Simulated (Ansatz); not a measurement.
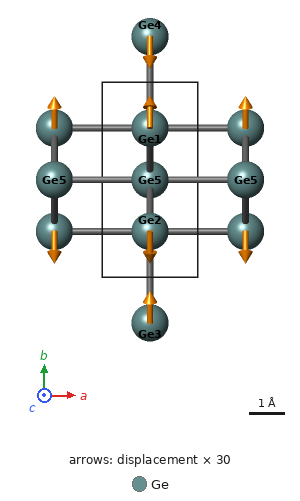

This is a relaxation of solid Ge (a generated structure, set up in Pmmm). The starting structure is drawn; orange arrows show the displacements (the part carried along by the change of the cell is left out), 30 times their true length.

A ball-and-stick model of the cell of the calculation, seen along the c axis.

The calculation used DFT PBE, scalar-relativistic, plane waves, PAW in Ansatz.

Input file:
```yaml
crystal:
  lattice:
    - [2.7367155429, 0.0, 0.0]
    - [0.0, 5.5766298199, 0.0]
    - [0.0, 0.0, 7.0899970285]
  atoms:
    - { symbol: Ge, position: [0.5, 0.7652035855, 0.3147815794] }
    - { symbol: Ge, position: [0.5, 0.2347964145, 0.3147815794] }
    - { symbol: Ge, position: [0.5, 0.7652035855, 0.6852184206] }
    - { symbol: Ge, position: [0.5, 0.2347964145, 0.6852184206] }
    - { symbol: Ge, position: [0.5, 0.5, 0.0] }
basis:
  ecutwfc: 420
kpoints:
  mp_grid: { grid: [14, 8, 6] }
hamiltonian:
  xc: pbe
scf:
  occupations: { method: gaussian, width: 0.1 }
output:
  forces: true
  stress: true
  eigenvalues: true
  write_density: true
  write_potential: true
  elf: true
  volumetric_format: npy
relax:
  adjacent_minimum: "off"
  f_tol: 0.01
  max_steps: 80
  cell: { stress_tol: 0.05 }
```

Launched with:
```bash
ansatz run input.yaml --threads 1 --pin off --max-ram 2560MiB --backend cpu --events-out ev --progress --plain --runs-dir out
```

### What did the optimiser do to the structure, and how much energy did it gain?

After 4 accepted moves (5 points after the start) the energy has fallen by 9.5 meV per cell of the calculation. The largest force component goes from 0.079 to 0.0018 eV/Å. Pressure: −0.01 GPa at the start and 0.00 GPa at the end. The SCF was repeated once at an unchanged geometry on a basis and grid sized afresh for the cell, which shifted the energy by 0.1 meV per cell of the calculation at most. The largest moves relative to the cell, 0.032 Å, are those of Ge1, Ge2, Ge3 and Ge4. Ge4 goes along [0 −3 1]. Cell: a 2.737 → 2.729 Å (−0.3 %), b 5.577 → 5.685 Å (+1.9 %), c 7.090 → 6.994 Å (−1.3 %). Volume +0.3 %. Near-neighbour distances that change, for instance: Ge1–Ge3 2.626 → 2.611 Å, Ge1–Ge2 2.619 → 2.608 Å, Ge1–Ge1 2.737 → 2.729 Å. Among the angles between lasting bonds that change: Ge1–Ge5–Ge3 112.9° → 109.9°, Ge1–Ge5–Ge2 67.1° → 70.1°. The space group stays Pmmm (No. 47).
